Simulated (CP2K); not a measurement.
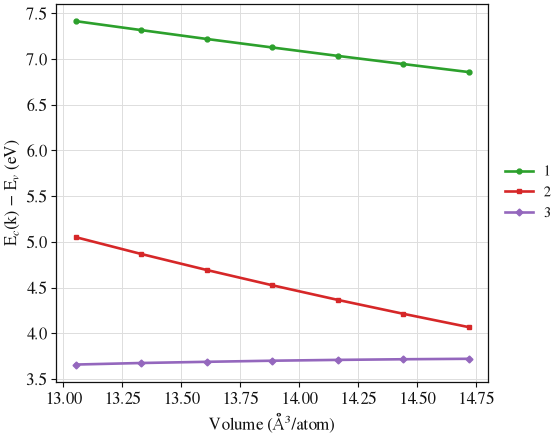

Lowest conduction level at each named k point, counted from the valence-band top at Γ. The curves are numbered.

System: rocksalt CaO, space group Fm-3m, 2 atoms in the primitive cell. The cell is scaled uniformly. Method: PBEsol, POTENTIAL_UZH Ca GTH-PBE-q10, O GTH-PBE-q6; TZVP-MOLOPT-PBE-GTH basis, no spin polarisation, no spin-orbit coupling, 10×10×10 k mesh (CP2K).

Q: Which curve belongs to which k point: L, X and Γ?

A: 1 is L; 2 is Γ; 3 is X. X rises by 0.06 eV, Γ falls by 0.98 eV and L falls by 0.56 eV.

Q: Which of these conduction levels is lowest, and does that change?

A: The lowest is the one at X, over the whole range, so among these points the gap stays indirect.

The potentials were made for another functional. The basis of atomic orbitals isn't converged, which shifts gaps and empty levels. LDA, GGA and most meta-GGA functionals understate gaps. The cell is a database's computed one.
